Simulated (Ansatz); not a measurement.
**Geometry relaxation of SrTiO$_{3}$**

- system: SrTiO$_{3}$ (P4mm, 5 atoms in the cell)
- method: DFT PBEsol, scalar-relativistic, plane waves, PAW, no spin polarisation (Ansatz 0.2.0)

The structure was built on a prototype by a generator; it need not be a known phase.

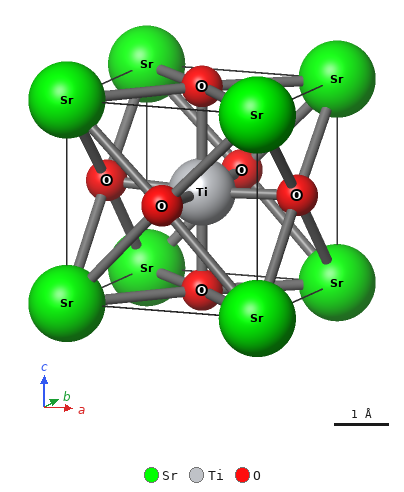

Figure 1. The starting structure (ball-and-stick view of the cell of the calculation, seen slightly off an axis).

## Results in brief

| quantity | value |
| --- | --- |
| outcome | converged |
| space group (tolerance 0.01 Å) | P4mm (99) |
| electrons treated | 40 |
| free energy | −7657.2437 eV |
| Fermi energy | 10.924 eV |
| gap on the k-point mesh | 1.87 eV |
| pressure | 0.00 GPa |
| final volume | 59.02 Å³ |
| largest force (length of the vector) at the end | 0.004 eV/Å |
| final cell | a = 3.888 Å, b = 3.888 Å, c = 3.903 Å, α = 90.00°, β = 90.00°, γ = 90.00° |
| hardware | 4 threads of Arm Neoverse V1, 24 GiB of memory available, shared host |
| wall time | 11 s (CPU time 41 s) |
| peak memory | 0.47 GiB |

## Input file
```yaml
crystal:
  lattice:
    - [3.8882588889, 0.0, 0.0]
    - [0.0, 3.8882588889, 0.0]
    - [0.0, 0.0, 3.9027434287]
  atoms:
    - { symbol: Sr, position: [0.0, 0.0, -0.0008861046] }
    - { symbol: Ti, position: [0.5, 0.5, 0.4968896528] }
    - { symbol: O, position: [0.5, 0.5, 0.0146691264] }
    - { symbol: O, position: [0.5, 0.0, 0.5161636627] }
    - { symbol: O, position: [0.0, 0.5, 0.5161636627] }
basis:
  ecutwfc: 420
kpoints:
  mp_grid: { grid: [8, 8, 8] }
hamiltonian:
  xc: pbesol
scf:
  occupations: { method: gaussian, width: 0.02 }
output:
  forces: true
  stress: true
  eigenvalues: true
relax:
  adjacent_minimum: "off"
  f_tol: 0.005
  max_steps: 80
  cell: { stress_tol: 0.05 }
```

Run as:
```bash
ansatz run input.yaml --threads 4 --pin off --max-ram 10240MiB --backend cpu --events-out ev --progress --plain --runs-dir out
```

## The program's output
```
Engine: ansatz 0.2.0, aarch64-unknown-linux-gnu
Pseudopotentials: kind: paw
Pseudopotential: Sr, paw, valence charge 10, recommended cutoff 420 eV (normal), Sr.paw.azcp
Pseudopotential: Ti, paw, valence charge 12, recommended cutoff 420 eV (normal), Ti.paw.azcp
Pseudopotential: O, paw, valence charge 6, recommended cutoff 420 eV (normal), O.paw.azcp
Functional definition: PBEsol
  exchange = pbesol_x
  correlation = pbesol_c
Crystal: 5 atoms, lattice volume = 59.004 Å³
Basis set: ecut = 420 eV, 1189 PW (Γ), exchange–correlation on 54×54×54 points (8 copies of the dense FFT grid, shifted against one another)
Bands: 25, of which v1, the nominal top of the filled ones, is band 20 counted from 1 (19 counted from 0)
Symmetry: 8 space group operations
Space group: P4mm (ITA 99), of the structure as read, at distance tolerance 3.9e-5 Å
k-points: 75 of 512 (time reversal used)
Non-local potential: Sr, projectors of the file, l = 0: 3, l = 1: 2, l = 2: 2
Non-local potential: Ti, projectors of the file, l = 0: 3, l = 1: 2, l = 2: 3, l = 3: 1
Non-local potential: O, projectors of the file, l = 0: 2, l = 1: 2, l = 2: 1
PAW form: soft (Blöchl's): semilocal exchange-correlation on the pseudo side does not see the compensation charge
PAW frozen core: Sr, regenerated for the run's functional, and the local potential with it (the file was generated under x = pbe(κ = 0.804, μ = 0.2195149727645171), c = pbe(β = 0.06672455060314922))
PAW frozen core: Ti, regenerated for the run's functional, and the local potential with it (the file was generated under x = pbe(κ = 0.804, μ = 0.2195149727645171), c = pbe(β = 0.06672455060314922))
PAW frozen core: O, regenerated for the run's functional, and the local potential with it (the file was generated under x = pbe(κ = 0.804, μ = 0.2195149727645171), c = pbe(β = 0.06672455060314922))
PAW one-centre angular grid: Sr, 110 points (default); XC on 64 Gauss nodes
PAW one-centre angular grid: Ti, 590 points (default); XC on 64 Gauss nodes
PAW one-centre angular grid: O, 110 points (default); XC on 64 Gauss nodes
Initial density: superposition of atomic densities (neutral atoms: chi_scale 0, normalization atom), corrected by the library's trained network
Initial wavefunctions: pseudopotential atomic-orbital guess
Functional: x = pbesol(κ = 0.804, μ = 0.12345679012345678), c = pbesol(β = 0.046)
SCF iter   1: F=—  HF=-7657.274555 eV  |F-HF|=—  |Δ(HF+E_count)|=         —  Δρ=1.70e-2  dr2=1.44e-1  ethr=1.77e-3  ⟨swp⟩=7.5  Hψ=10044  notcnv=0
preconditioner: auto → Resta (q_TF=auto, 2.557 Å⁻¹)  ε∞=5.7  [insulator: Δε(μ)=1.664 eV  Ē_g=12.271 eV  σ=0.020 eV  W_gap=1.00  n_scr=18 (ndim 8)  ℏωp=26.5 eV  f_vac=0.000  D(μ)=0.00/eV (n_scr^D=0)  ε∞_Penn≈5.7]
SCF iter   2: F=—  HF=-7657.246084 eV  |F-HF|=—  |Δ(HF+E_count)|=   2.85e-2  Δρ=4.35e-3  dr2=1.26e-2  ethr=3.59e-4  ⟨swp⟩=2.0  Hψ=3297  notcnv=0  defer=74
SCF iter   3: F=—  HF=-7657.244135 eV  |F-HF|=—  |Δ(HF+E_count)|=   1.95e-3  Δρ=1.39e-3  dr2=1.23e-3  ethr=3.16e-5  ⟨swp⟩=2.0  Hψ=2763  notcnv=0  defer=75
SCF iter   4: F=—  HF=-7657.243977 eV  |F-HF|=—  |Δ(HF+E_count)|=   1.58e-4  Δρ=1.26e-4  dr2=4.20e-6  ethr=3.06e-6  ⟨swp⟩=2.0  Hψ=2737  notcnv=0  defer=75
SCF iter   5: F=—  HF=-7657.243723 eV  |F-HF|=—  |Δ(HF+E_count)|=   2.54e-4  Δρ=2.88e-5  dr2=3.79e-7  ethr=1.05e-8  ⟨swp⟩=2.0  Hψ=3300  notcnv=0  defer=75
SCF iter   6: F=-7657.243723 eV  HF=-7657.243723 eV  |F-HF|=1.74e-8  |Δ(HF+E_count)|=   2.87e-7  Δρ=5.75e-6  dr2=1.85e-8  ethr=2.50e-10  ⟨swp⟩=10.0  Hψ=8968  notcnv=0
SCF 1 converged in 6 iterations: F = -7657.243723 eV  dr2 = 1.85e-8
  greatest PAW one-centre occupation: 0.999 electrons in one spin orbital (limit 2), on the Ti atom at site 1 (counted from 0), in its partial waves of l = 0
relax step   1: F+E_penalty+E_count = -7657.24372305 eV  Δ(F+E_penalty+E_count) = +0.000e0 eV  max|allowed force component| = 6.263e-3 eV/Å  Δτ_max = 0.0000 Å  P = +0.039 GPa  Ω = 59.004 Å³  (6 SCF iters, dr2 threshold 1.00e-7 eV, accepted)
Crystal: 5 atoms, lattice volume = 59.015 Å³
Initial density: handed on by an earlier stage of this run
Initial wavefunctions: those handed on with the density
iter 1 solved again at ethr=2.22e-9 eV; its pass at ethr=3.10e-3 eV (dr2=8.89e-7 eV) is discarded
SCF iter   1: F=—  HF=-7657.243934 eV  |F-HF|=—  |Δ(HF+E_count)|=         —  Δρ=4.15e-5  dr2=9.26e-7  ethr=2.22e-9  ⟨swp⟩=2.3  Hψ=10323  notcnv=0
preconditioner: auto → Resta (q_TF=auto, 2.557 Å⁻¹)  ε∞=5.6  [insulator: Δε(μ)=1.865 eV  Ē_g=12.347 eV  σ=0.020 eV  W_gap=1.00  n_scr=18 (ndim 8)  ℏωp=26.5 eV  f_vac=0.000  D(μ)=0.00/eV (n_scr^D=0)  ε∞_Penn≈5.6]
SCF iter   2: F=—  HF=-7657.243681 eV  |F-HF|=—  |Δ(HF+E_count)|=   2.54e-4  Δρ=2.16e-5  dr2=2.59e-7  ethr=2.22e-9  ⟨swp⟩=2.0  Hψ=3367  notcnv=0
iter 3 did not close the SCF: its close was put off for the readings that it lacked (scf_convergence_deferred on its scf_iter line)
SCF iter   3: F=-7657.243681 eV  HF=-7657.243681 eV  |F-HF|=2.76e-9  |Δ(HF+E_count)|=   5.71e-8  Δρ=5.27e-6  dr2=1.53e-8  ethr=6.46e-10  ⟨swp⟩=2.0  Hψ=2787  notcnv=0
iter 4 did not close the SCF: its close was put off for the readings that it lacked (scf_convergence_deferred on its scf_iter line)
SCF iter   4: F=-7657.243681 eV  HF=-7657.243681 eV  |F-HF|=2.16e-10  |Δ(HF+E_count)|=  3.66e-10  Δρ=2.19e-6  dr2=2.17e-9  ethr=3.82e-11  ⟨swp⟩=2.4  Hψ=3009  notcnv=0
iter 5 did not close the SCF: its close was put off for the readings that it lacked (scf_convergence_deferred on its scf_iter line)
SCF iter   5: F=-7657.243681 eV  HF=-7657.243681 eV  |F-HF|=1.15e-10  |Δ(HF+E_count)|=  5.93e-10  Δρ=9.01e-7  dr2=3.41e-10  ethr=5.43e-12  ⟨swp⟩=2.3  Hψ=2935  notcnv=0
SCF iter   6: F=-7657.243681 eV  HF=-7657.243681 eV  |F-HF|=2.73e-12  |Δ(HF+E_count)|=  3.64e-11  Δρ=1.58e-7  dr2=1.55e-11  ethr=1.00e-12  ⟨swp⟩=2.0  Hψ=5487  notcnv=0
SCF 2 converged in 6 iterations: F = -7657.243681 eV  dr2 = 1.55e-11
relax step   2: F+E_penalty+E_count = -7657.24368051 eV  Δ(F+E_penalty+E_count) = +4.254e-5 eV  max|allowed force component| = 4.473e-3 eV/Å  Δτ_max = 0.0003 Å  P = +0.003 GPa  Ω = 59.015 Å³  energy of the carried Pulay correction = -4.561e-5 eV  (6 SCF iters, dr2 threshold 1.64e-8 eV, accepted)
Initial wavefunctions: pseudopotential atomic-orbital guess (no wavefunctions were taken with the density)
iter 1 solved again at ethr=4.26e-7 eV; its pass at ethr=3.10e-3 eV (dr2=1.70e-4 eV) is discarded
SCF iter   1: F=—  HF=-7657.243989 eV  |F-HF|=—  |Δ(HF+E_count)|=         —  Δρ=1.34e-5  dr2=5.40e-8  ethr=4.26e-7  ⟨swp⟩=3.8  Hψ=15067  notcnv=0
eigensolver tolerance schedule: the retry pair's looser diagonalisation over-reported the residual by 3152.93 of it (diagonalisation noise at 0.76 of the residual, at the tolerance the schedule requests for it); recorded, not acted on — ethr = c·dr2/N_el stays at c = 1.0e-1
preconditioner: auto → Resta (q_TF=auto, 2.557 Å⁻¹)  ε∞=5.6  [insulator: Δε(μ)=1.866 eV  Ē_g=12.347 eV  σ=0.020 eV  W_gap=1.00  n_scr=18 (ndim 8)  ℏωp=26.5 eV  f_vac=0.000  D(μ)=0.00/eV (n_scr^D=0)  ε∞_Penn≈5.6]
SCF iter   2: F=—  HF=-7657.243735 eV  |F-HF|=—  |Δ(HF+E_count)|=   2.55e-4  Δρ=5.89e-6  dr2=8.02e-9  ethr=1.35e-10  ⟨swp⟩=3.9  Hψ=5084  notcnv=0
SCF iter   3: F=—  HF=-7657.243735 eV  |F-HF|=—  |Δ(HF+E_count)|=  3.06e-10  Δρ=3.96e-6  dr2=3.85e-9  ethr=2.00e-11  ⟨swp⟩=1.0  Hψ=1876  notcnv=0
SCF iter   4: F=—  HF=-7657.243735 eV  |F-HF|=—  |Δ(HF+E_count)|=  2.00e-10  Δρ=1.52e-6  dr2=7.25e-10  ethr=9.62e-12  ⟨swp⟩=1.0  Hψ=1878  notcnv=0
SCF iter   5: F=—  HF=-7657.243735 eV  |F-HF|=—  |Δ(HF+E_count)|=  7.28e-12  Δρ=8.69e-7  dr2=2.49e-10  ethr=1.81e-12  ⟨swp⟩=1.0  Hψ=1878  notcnv=0
SCF iter   6: F=—  HF=-7657.243735 eV  |F-HF|=—  |Δ(HF+E_count)|=  7.28e-12  Δρ=5.28e-7  dr2=8.60e-11  ethr=1.00e-12  ⟨swp⟩=1.0  Hψ=1875  notcnv=0
SCF iter   7: F=-7657.243735 eV  HF=-7657.243735 eV  |F-HF|=5.46e-12  |Δ(HF+E_count)|=  1.82e-12  Δρ=1.70e-7  dr2=8.83e-12  ethr=1.00e-12  ⟨swp⟩=4.1  Hψ=5923  notcnv=0
SCF 3 converged in 7 iterations: F = -7657.243735 eV  dr2 = 8.83e-12
relax step   3: F+E_penalty+E_count = -7657.24373473 eV  Δ(F+E_penalty+E_count) = -5.423e-5 eV  max|allowed force component| = 4.470e-3 eV/Å  Δτ_max = 0.0000 Å  P = +0.004 GPa  Ω = 59.015 Å³  stress off target by 2.95e-2 GPa  SCF on the basis re-selected at this cell (its energy is not comparable with the rows above)  (7 SCF iters)
```

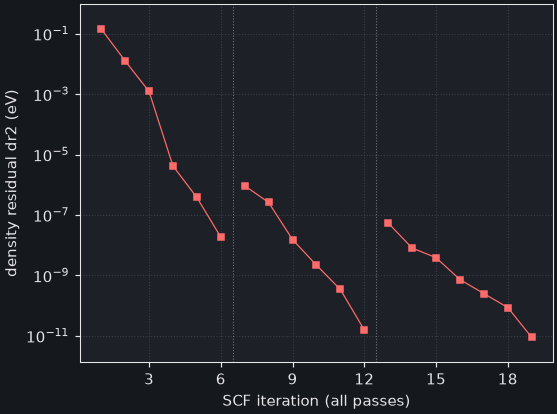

Figure 2. Convergence of the self-consistent field: density residual dr2 against the SCF iteration. The dotted lines part the SCF passes of the relaxation: geometry steps, rejected trials and re-solves on a re-selected basis. The passes take 6, 6 and 7 iterations.

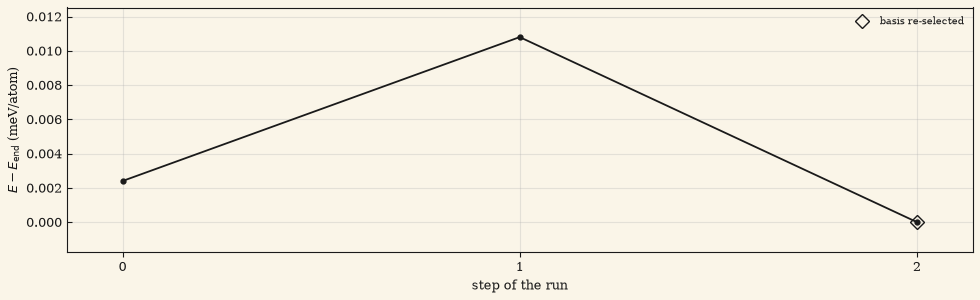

Figure 3. Progress of the relaxation, step by step (the first geometry is step 0 here and step 1 in the log). No atom moves by more than 0.005 Å. The cell doesn't change. The space group stays P4mm (No. 99). The energy rises by next to nothing (0.0 meV per atom) in 1 geometry step. Largest force component: 0.0063 eV/Å at the start, 0.0045 eV/Å at the end. The pressure goes from 0.04 to 0.00 GPa. A last SCF at the same geometry on a re-selected plane-wave basis shifts the energy by next to nothing (0.0 meV per atom). (Atoms are counted from 1 in the order of the input.)

```
basis re-selected at this cell: Δ(F+E_penalty+E_count) = -5.423e-5 eV, ΔP = +0.001 GPa vs the last step (what re-selecting the basis moved, of the pressure what is left beyond the Pulay correction that the steps carried, after the strain that the cell walked since its last selection, with what the two solves' SCF thresholds leave and, on support functions, any second-order correction that the steps lacked; it is no measure of the basis error at this ecutwfc). This SCF's stress stands 2.95e-2 GPa from its target on what of the cell is left free (relax.cell.stress_tol is 5.00e-2 GPa) and its largest allowed force component is 4.47e-3 eV/Å (relax.f_tol is 5.00e-3 eV/Å): within both
SCF converged after 7 iterations
Free energy (F): -7657.243735 eV
Harris-Foulkes:  -7657.243735 eV  (|F-HF|=5.46e-12)
Internal energy: -7657.243735 eV  (E = F + TS)
E sigma→0 (E₀):  -7657.243735 eV
Fermi energy:    10.924217 eV
--- Per-component energies (eV) ---
  E_band       = -202.931379
  E_kinetic    = 1046.233059
  E_local      = -2371.197439  (includes V_loc(G=0)·N_el)
  E_nonlocal   = 351.563714
  E_hartree    = 827.193155
  E_xc         = -491.018837
  E_vxc        = -569.013216  (∫ρ·V_xc dr)
  E_paw        = -4121.251102  (= ΣΔE_a)
  E_vpaw       = -314.911258  (= ΣTr[D̂ρ^β])
  E_aug_tail   = 0.007532  (compensation charges beyond the density's cutoff)
  E_ewald      = -2899.153412
  E_core_change = 0.379595  (= ΣΔE_core)
  E_smearing   = -0.000000  (= −TS)
  E_closure    = 0.000000  (closes the sum)
  Σ components = -7657.243735   (vs F -7657.243735, Δ=0.00e0)
--- Forces (eV/Å), atoms counted from 1 ---
  atom   1  Sr     0.00000000    -0.00000000     0.00102786
  atom   2  Ti    -0.00000000     0.00000000     0.00346939
  atom   3  O     -0.00000000     0.00000000    -0.00447085
  atom   4  O      0.00000000    -0.00000000    -0.00001417
  atom   5  O     -0.00000000     0.00000000    -0.00001417
  max |Σ_I F_I| component: 1.93e-6 eV/Å
--- Stress (GPa, compression-positive) ---
       -0.008310       0.000000      -0.000000
        0.000000      -0.008310       0.000000
       -0.000000       0.000000       0.029457
  P = ⅓ Tr σ = 0.0043 GPa (0.043 kbar)
--- Band table (eV; the first three rows and the last of 75) ---
  k-point 0: bands = ["-46.0802", "-22.5718", "-22.4798", "-22.4675", "-22.4675", "-7.4062", "-6.3984", "-6.3856", "-4.5989", "-4.5989", "-4.5939", "7.1216", "7.1327", "7.1327", "8.7284", "8.7284", "8.7552", "9.5730", "9.5730", "9.5772", "11.8570", "11.9688", "11.9688", "14.4823", "14.4994"]
  k-point 1: bands = ["-46.0800", "-22.5906", "-22.4680", "-22.4670", "-22.4670", "-7.4116", "-6.4021", "-6.3796", "-4.5917", "-4.5917", "-4.4862", "6.9125", "7.1182", "7.1182", "8.5203", "8.5203", "8.6146", "9.1138", "9.5030", "9.5030", "11.8816", "12.3031", "12.3031", "14.4860", "14.9502"]
  k-point 2: bands = ["-46.0795", "-22.6278", "-22.4658", "-22.4658", "-22.4477", "-7.4753", "-6.3649", "-6.3191", "-4.5741", "-4.5741", "-4.2591", "6.3897", "7.0871", "7.0871", "8.0890", "8.0890", "8.2766", "8.3056", "9.3875", "9.3875", "11.9426", "12.9989", "12.9989", "14.4913", "15.7731"]
  k-point 74: bands = ["-46.0760", "-22.5466", "-22.5373", "-22.5373", "-22.5050", "-6.0243", "-6.0131", "-6.0131", "-4.8832", "-4.8756", "-4.8756", "5.2846", "5.7805", "5.7906", "6.1856", "6.1932", "6.1932", "9.9541", "9.9541", "9.9914", "14.5431", "14.5431", "14.5533", "16.8787", "16.9170"]
--- Relaxed structure (2 steps of the walk, 2 accepted, 1 SCFs on fresh bases) ---
  F+E_penalty+E_count = -7657.24373473 eV   max|allowed force component| = 4.470e-3 eV/Å   (the final SCF, on the basis selected at the relaxed cell)
  cell:  # Å, volume = 59.0153 Å³
    - [3.8883714727780685, 0.0, -6.1553420012017916e-33]
    - [0.0, 3.8883714727780685, 0.0]
    - [-6.17827187772147e-33, 0.0, 3.903275654914453]
  atoms:
    - { symbol: Sr, position: [1.8512561464711715e-34, 0.0, -0.0009574189801825018] }
    - { symbol: Ti, position: [0.49999999999999994, 0.49999999999999994, 0.4969394207075905] }
    - { symbol: O, position: [0.49999999999999994, 0.49999999999999994, 0.014717953400289845] }
    - { symbol: O, position: [0.49999999999999994, 0.0, 0.516150022436151] }
    - { symbol: O, position: [-2.5385117727531146e-35, 0.49999999999999994, 0.516150022436151] }
```

## Trajectory as extended XYZ (Å, eV, eV/Å), 3 frames, from step=1 to step=3
```
5
Lattice="3.8883 0.0000 0.0000 0.0000 3.8883 0.0000 0.0000 0.0000 3.9027" Properties=species:S:1:pos:R:3:forces:R:3 step=1 energy=-7657.24372 pressure_GPa=0.04
Sr    0.0000    0.0000   -0.0035    0.0000   0.0000  -0.0006
Ti    1.9441    1.9441    1.9392    0.0000   0.0000   0.0063
O     1.9441    1.9441    0.0573    0.0000   0.0000  -0.0029
O     1.9441    0.0000    2.0145    0.0000   0.0000  -0.0014
O     0.0000    1.9441    2.0145    0.0000   0.0000  -0.0014
5
Lattice="3.8884 0.0000 0.0000 0.0000 3.8884 0.0000 0.0000 0.0000 3.9033" Properties=species:S:1:pos:R:3:forces:R:3 step=2 energy=-7657.24368 pressure_GPa=0.00
Sr    0.0000    0.0000   -0.0037    0.0000   0.0000   0.0010
Ti    1.9442    1.9442    1.9397    0.0000   0.0000   0.0035
O     1.9442    1.9442    0.0574    0.0000   0.0000  -0.0045
O     1.9442    0.0000    2.0147    0.0000   0.0000   0.0000
O     0.0000    1.9442    2.0147    0.0000   0.0000   0.0000
5
Lattice="3.8884 0.0000 0.0000 0.0000 3.8884 0.0000 0.0000 0.0000 3.9033" Properties=species:S:1:pos:R:3:forces:R:3 step=3 energy=-7657.24374 pressure_GPa=0.00
Sr    0.0000    0.0000   -0.0037    0.0000   0.0000   0.0010
Ti    1.9442    1.9442    1.9397    0.0000   0.0000   0.0035
O     1.9442    1.9442    0.0574    0.0000   0.0000  -0.0045
O     1.9442    0.0000    2.0147    0.0000   0.0000   0.0000
O     0.0000    1.9442    2.0147    0.0000   0.0000   0.0000
```

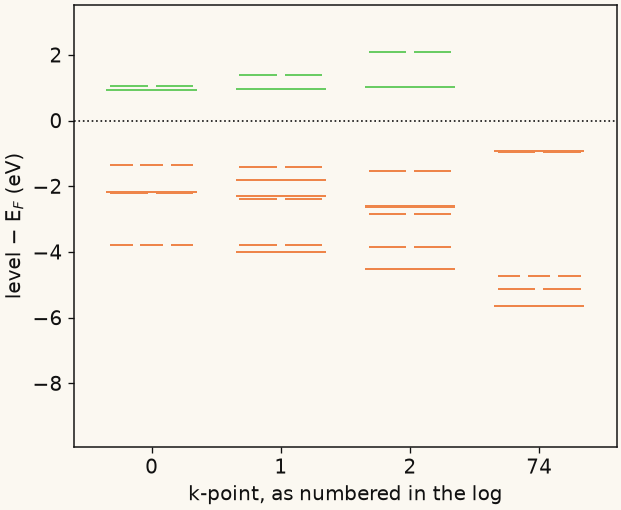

Figure 4. Kohn–Sham levels near the Fermi level (dotted) at the few k-points that the log prints; levels within 0.02 eV of each other stand side by side. Among these points the highest filled and lowest empty levels are 1.87 eV apart, which is the gap on the mesh.
